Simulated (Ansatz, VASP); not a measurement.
**CuI (Marshite) in two plane-wave programs**

Aim: how closely do two programs agree when they are given the same cell, functional and k mesh?

Calculated with Ansatz 0.2.0; plane waves, with VASP 6.6.1 beside it; G0W0 gap at PBE.

The database entry behind the starting cell differs from later determinations by our own check (about 0.15 % long (mineral sample)), so it need not match the best structure at ambient conditions.

In doubt: one-shot GW on d or f shells is unsure, so the values of those runs are not to be relied on.

### Step 1. The structure

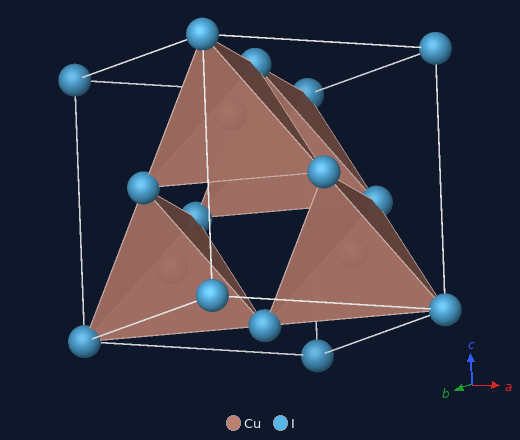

The cell as given, from a free direction (copper pink, iodine blue). This picture shows the conventional cell, with its axes. Bonds to atoms that aren't drawn are left out. Some periodic images of atoms are drawn too.

### Step 2. VASP: G0W0 gap, PBE

Quasiparticle shifts depend on high empty states and on the cores, so they are the hardest test of two PAW sets.

Lines of VASP's logs that name or quote its potential files are left out, and so is its time.

INCAR

```
SYSTEM = CuI
PREC = Accurate
ENCUT = 440
ISMEAR = 0
SIGMA = 0.01
LREAL = .FALSE.
GGA = PE
NBANDS = 128
LASPH = .TRUE.
ALGO = EVGW0
NELMGW = 1
ENCUTGW = 100
NOMEGA = 48
PRECFOCK = Fast
NBANDSGW = 24
LWAVE = .TRUE.
LCHARG = .FALSE.
```

POSCAR

```
CuI
1.0
    0.0000000000      3.0315000000      3.0315000000
    3.0315000000      0.0000000000      3.0315000000
    3.0315000000      3.0315000000      0.0000000000
Cu I
1 1
Direct
    0.2500000000      0.2500000000      0.2500000000
    0.0000000000      0.0000000000      0.0000000000
```

KPOINTS

```
Automatic mesh
0
Gamma
6 6 6
0 0 0
```

Potentials, in the order of the species: Cu_GW and I_GW (PBE family, release 64).

Command:

```sh
$ mpirun -np 8 vasp_std
```

Numbers of over 12 decimals in the logs are rounded to 6 here.

What it wrote:

```text
[banner, memory and clock lines left out]
running    8 mpi-ranks, on    1 nodes
 distrk:  each k-point on    8 cores,    1 groups
 distr:  one band on    1 cores,    8 groups

 POSCAR found type information on POSCAR CuI
 POSCAR found :  2 types and       2 ions
|                                                                             |
|           W    W    AA    RRRRR   N    N  II  N    N   GGGG   !!!           |
|           W    W   A  A   R    R  NN   N  II  NN   N  G    G  !!!           |
|           W    W  A    A  R    R  N N  N  II  N N  N  G       !!!           |
|           W WW W  AAAAAA  RRRRR   N  N N  II  N  N N  G  GGG   !            |
|           WW  WW  A    A  R   R   N   NN  II  N   NN  G    G                |
|           W    W  A    A  R    R  N    N  II  N    N   GGGG   !!!           |
|                                                                             |
|     For optimal performance we recommend to set                             |
|       NCORE = 2 up to number-of-cores-per-socket                            |
|     NCORE specifies how many cores store one orbital (NPAR=cpu/NCORE).      |
|     This setting can greatly improve the performance of VASP for DFT.       |
|     The default, NCORE=1 might be grossly inefficient on modern             |
|     multi-core architectures or massively parallel machines. Do your        |
|     Unfortunately you need to use the default for GW and RPA                |
|     calculations (for HF NCORE is supported but not extensively tested      |
|     yet).                                                                   |
|                                                                             |

|                                                                             |
|           W    W    AA    RRRRR   N    N  II  N    N   GGGG   !!!           |
|           W    W   A  A   R    R  NN   N  II  NN   N  G    G  !!!           |
|           W    W  A    A  R    R  N N  N  II  N N  N  G       !!!           |
|           W WW W  AAAAAA  RRRRR   N  N N  II  N  N N  G  GGG   !            |
|           WW  WW  A    A  R   R   N   NN  II  N   NN  G    G                |
|           W    W  A    A  R    R  N    N  II  N    N   GGGG   !!!           |
|                                                                             |
|     The default for ENCUTGWSOFT is different in this version of VASP.       |
|     please manually set ENCUTGWSOFT =100 in the INCAR file.                 |
|                                                                             |

 LDA part: xc-table for (Slater+PW92), standard interpolation
 found WAVECAR, reading the header
 POSCAR, INCAR and KPOINTS ok, starting setup
 FFT: planning ... GRIDC
 FFT: planning ... GRID_SOFT
 FFT: planning ... GRID
 reading WAVECAR
 the WAVECAR file was read successfully
 initial charge from wavefunction
 available memory per node:     35.13 GB, setting MAXMEM to     35976

 The Fermi energy was updated, please check that it is located mid-gap
 values below the HOMO (VB) or above the LUMO (CB) will cause erroneous energies
 E-fermi :   4.5210

 calculate exact exchange contribution
 the WAVEDER file was read successfully
energies w=
    0.000    0.000    0.477    0.000    0.952    0.000    1.423    0.000
    1.888    0.000    2.347    0.000    2.798    0.000    3.241    0.000
    3.676    0.000    4.102    0.000    4.521    0.000    4.934    0.000
    5.340    0.000    5.742    0.000    6.140    0.000    6.536    0.000
    6.931    0.000    7.328    0.000    7.727    0.000    8.131    0.000
    8.542    0.000    8.963    0.000    9.395    0.000    9.841    0.000
   10.306    0.000   10.791    0.000   11.303    0.000   11.845    0.000
   12.425    0.000   13.049    0.000   13.725    0.000   14.464    0.000
   15.281    0.000   16.191    0.000   17.218    0.000   18.389    0.000
   19.741    0.000   21.328    0.000   23.219    0.000   25.519    0.000
   28.381    0.000   32.042    0.000   36.891    0.000   43.616    0.000
   53.546    0.000   69.647    0.000  100.134    0.000  179.368    0.000
 responsefunction array rank=     144
 LDA part: xc-table for (Slater+PW92), standard interpolation

 min. memory requirement per mpi rank    270.0 MB, per node   2159.9 MB

 allocating   6 responsefunctions rank=   144
 shmem allocating  48 responsefunctions rank=   144
 response function shared by NCSHMEM nodes    1
 Doing            6  frequencies on each core in blocks of           48
NQ=   1    0.0000    0.0000    0.0000,
|.........|.........|.........|.........|.........|.........|.........|.........
 performed        560000 updates of chi_q(r,r)
 total number of BLAS operations         84.23 Gflops
NQ=   2    0.1667    0.0000    0.0000,
|.........|.........|.........|.........|.........|.........|.........|.........
 performed       1538000 updates of chi_q(r,r)
 total number of BLAS operations        214.53 Gflops
NQ=   3    0.3333    0.0000    0.0000,
|.........|.........|.........|.........|.........|.........|.........|.........
 performed       2516000 updates of chi_q(r,r)
 total number of BLAS operations        363.65 Gflops
NQ=   4    0.5000    0.0000    0.0000,
|.........|.........|.........|.........|.........|.........|.........|.........
 performed       3347000 updates of chi_q(r,r)
 total number of BLAS operations        459.42 Gflops
NQ=   5    0.1667    0.1667    0.0000,
|.........|.........|.........|.........|.........|.........|.........|.........
 performed       4325000 updates of chi_q(r,r)
 total number of BLAS operations        589.72 Gflops
NQ=   6    0.3333    0.1667    0.0000,
|.........|.........|.........|.........|.........|.........|.........|.........
 performed       5832000 updates of chi_q(r,r)
 total number of BLAS operations        806.22 Gflops
NQ=   7    0.5000    0.1667    0.0000,
|.........|.........|.........|.........|.........|.........|.........|.........
 performed       7339000 updates of chi_q(r,r)
 total number of BLAS operations        988.63 Gflops
NQ=   8   -0.3333    0.1667    0.0000,
|.........|.........|.........|.........|.........|.........|.........|.........
 performed       8846000 updates of chi_q(r,r)
 total number of BLAS operations       1186.18 Gflops
NQ=   9   -0.1667    0.1667    0.0000,
|.........|.........|.........|.........|.........|.........|.........|.........
 performed      10156000 updates of chi_q(r,r)
 total number of BLAS operations       1371.64 Gflops
NQ=  10    0.3333    0.3333    0.0000,
|.........|.........|.........|.........|.........|.........|.........|.........
 performed      11134000 updates of chi_q(r,r)
 total number of BLAS operations       1501.94 Gflops
NQ=  11    0.5000    0.3333    0.0000,
|.........|.........|.........|.........|.........|.........|.........|.........
 performed      12641000 updates of chi_q(r,r)
 total number of BLAS operations       1687.33 Gflops
NQ=  12   -0.3333    0.3333    0.0000,
|.........|.........|.........|.........|.........|.........|.........|.........
 performed      13951000 updates of chi_q(r,r)
 total number of BLAS operations       1843.38 Gflops
NQ=  13    0.5000    0.5000    0.0000,
|.........|.........|.........|.........|.........|.........|.........|.........
 performed      14696000 updates of chi_q(r,r)
 total number of BLAS operations       1923.61 Gflops
NQ=  14    0.5000    0.3333    0.1667,
|.........|.........|.........|.........|.........|.........|.........|.........
 performed      16387000 updates of chi_q(r,r)
 total number of BLAS operations       2131.67 Gflops
NQ=  15   -0.3333    0.3333    0.1667,
|.........|.........|.........|.........|.........|.........|.........|.........
 performed      17980000 updates of chi_q(r,r)
 total number of BLAS operations       2321.37 Gflops
NQ=  16   -0.3333    0.5000    0.1667,
|.........|.........|.........|.........|.........|.........|.........|.........
 performed      19296000 updates of chi_q(r,r)
 total number of BLAS operations       2483.34 Gflops
 resolving degeneracies of screened two electron integrals

 calculate QP shifts <psi_nk| G(iteration)W_0 |psi_nk>: iteration 1
 writing wavefunctions
 entering main loop
```

From OUTCAR (step 2):

```text
ion  position               nearest neighbor table
   1  0.250  0.250  0.250-   2 2.63   2 2.63   2 2.63   2 2.63
   2  0.000  0.000  0.000-   1 2.63   1 2.63   1 2.63   1 2.63

  LATTYP: Found a face centered cubic cell.
 ALAT       =     6.0630000000

 Subroutine GETGRP returns: Found 24 space group operations
 (whereof 24 operations were pure point group operations)

The static configuration has the point symmetry T_d .

 Found     16 irreducible k-points:

   k-points           NKPTS =     16   k-points in BZ     NKDIM =    216   number of bands    NBANDS=    128

   dimension x,y,z NGX =    30 NGY =   30 NGZ =   30
   dimension x,y,z NGXF=    60 NGYF=   60 NGZF=   60

   ENCUT  =  440.0 eV  32.34 Ry    5.69 a.u.   7.33  7.33  7.33*2*pi/ulx,y,z

   NELECT =      18.0000    total number of electrons

  energy-cutoff  :      440.00
  volume of cell :       55.72
      direct lattice vectors                 reciprocal lattice vectors
     0.000000000  3.031500000  3.031500000    -0.164934851  0.164934851  0.164934851
     3.031500000  0.000000000  3.031500000     0.164934851 -0.164934851  0.164934851
     3.031500000  3.031500000  0.000000000     0.164934851  0.164934851 -0.164934851

 k-points in reciprocal lattice and weights: Automatic mesh
   0.00000000  0.00000000  0.00000000       0.005
   0.16666667  0.00000000  0.00000000       0.037
   0.33333333  0.00000000  0.00000000       0.037
   0.50000000  0.00000000  0.00000000       0.019
   0.16666667  0.16666667  0.00000000       0.028
   0.33333333  0.16666667  0.00000000       0.111
   0.50000000  0.16666667  0.00000000       0.111
  -0.33333333  0.16666667  0.00000000       0.111
  -0.16666667  0.16666667  0.00000000       0.056
[...]
-0.33333333  0.33333333  0.16666667       0.111
  -0.33333333  0.50000000  0.16666667       0.056

 E-fermi :   4.5210

 QP shifts <psi_nk| G(iteration)W_0 |psi_nk>: iteration 1
 for sc-GW calculations column KS-energies equals QP-energies in previous step
 and V_xc(KS)=  KS-energies - (<T + V_ion + V_H > + <T+V_H+V_ion>^1  + <V_x>^1)
 k-point   1 :       0.0000    0.0000    0.0000
  band No.  KS-energies  QP-energies   sigma(KS)   V_xc(KS)     V^pw_x(r,r')   Z            occupation Imag(sigma)
    ...
      6       2.1170       1.3102     -20.1429     -18.8732     -28.3566       0.6355       2.0000       0.2214
      7       3.9648       3.2386     -18.0224     -17.0007     -22.9810       0.7108       2.0000       0.1297
      8       3.9648       3.2386     -18.0224     -17.0007     -22.9810       0.7108       2.0000       0.1297
      9       3.9648       3.2386     -18.0224     -17.0007     -22.9810       0.7108       2.0000       0.1297
     10       5.0771       5.5133      -8.7673      -9.3204      -5.1192       0.7887       0.0000      -0.0661
     11       8.8508       9.1346      -8.9057      -9.2746      -4.8207       0.7692       0.0000      -0.1054
     12       8.8508       9.1346      -8.9057      -9.2746      -4.8207       0.7692       0.0000      -0.1054
     13       8.8508       9.1346      -8.9057      -9.2746      -4.8207       0.7692       0.0000      -0.1054
    ...

 k-point   2 :       0.1667    0.0000    0.0000
  band No.  KS-energies  QP-energies   sigma(KS)   V_xc(KS)     V^pw_x(r,r')   Z            occupation Imag(sigma)
    ...
      6       2.1082       1.3031     -20.1044     -18.8365     -28.3104       0.6350       2.0000       0.2222
      7       3.0977       2.3590     -18.6005     -17.5136     -24.7615       0.6797       2.0000       0.1634
      8       3.7721       3.0265     -18.0109     -16.9559     -23.1436       0.7067       2.0000       0.1344
      9       3.7721       3.0265     -18.0109     -16.9559     -23.1436       0.7067       2.0000       0.1344
     10       6.0094       6.4367      -9.2477      -9.7934      -5.5813       0.7830       0.0000      -0.0717
     11       8.8446       9.1116      -8.9726      -9.3190      -4.9769       0.7707       0.0000      -0.1068
     12       9.1983       9.5003      -9.0366      -9.4309      -4.8801       0.7659       0.0000      -0.1134
     13       9.1983       9.5003      -9.0366      -9.4309      -4.8801       0.7659       0.0000      -0.1134
    ...

 k-point   3 :       0.3333    0.0000    0.0000
  band No.  KS-energies  QP-energies   sigma(KS)   V_xc(KS)     V^pw_x(r,r')   Z            occupation Imag(sigma)
    ...
      6       2.1189       1.3168     -20.1303     -18.8685     -28.3574       0.6356       2.0000       0.2233
      7       2.4114       1.6230     -19.8403     -18.6174     -27.6567       0.6448       2.0000       0.2156
      8       3.4260       2.6503     -18.0307     -16.9162     -23.5073       0.6960       2.0000       0.1446
      9       3.4260       2.6503     -18.0307     -16.9162     -23.5073       0.6960       2.0000       0.1446
     10       6.1943       6.6129      -9.1189      -9.6547      -5.3742       0.7813       0.0000      -0.0769
     11       9.4570       9.7428      -9.1148      -9.4895      -5.0249       0.7629       0.0000      -0.1183
     12       9.4570       9.7428      -9.1148      -9.4895      -5.0249       0.7629       0.0000      -0.1183
     13      10.3788      10.6404      -8.8834      -9.2284      -4.4740       0.7583       0.0000      -0.1715
    ...

 k-point   4 :       0.5000    0.0000    0.0000
  band No.  KS-energies  QP-energies   sigma(KS)   V_xc(KS)     V^pw_x(r,r')   Z            occupation Imag(sigma)
    ...
      6       2.1449       1.3454     -20.2217     -18.9654     -28.4876       0.6365       2.0000       0.2236
      7       2.1890       1.3986     -19.9939     -18.7519     -28.1730       0.6364       2.0000       0.2316
      8       3.2574       2.4670     -17.9958     -16.8548     -23.6136       0.6928       2.0000       0.1495
      9       3.2574       2.4670     -17.9958     -16.8548     -23.6136       0.6928       2.0000       0.1495
     10       6.1048       6.5081      -9.2601      -9.7761      -5.6316       0.7815       0.0000      -0.0751
     11       9.3912       9.6556      -9.1286      -9.4744      -5.1504       0.7648       0.0000      -0.1146
     12       9.3912       9.6556      -9.1286      -9.4744      -5.1504       0.7648       0.0000      -0.1146
     13      11.3570      11.4232      -7.9339      -8.0209      -3.4261       0.7607       0.0000      -0.2081
    ...

[... 4 further parts left out ...]
```

[end of part 1 of 2]

[Lines on the potential files, build, host, timing and source positions are cut from VASP's logs without a mark.]

[Logs are printed without paths, hosts, clocks, repeated set-up lines and the standing remarks that a program may print on its own settings, such as how far it seeks lower states.]

[Hosts, paths, dates, database ids (printed as entryN), source tags and the programs' standing remarks are cut or masked in the printed files.]
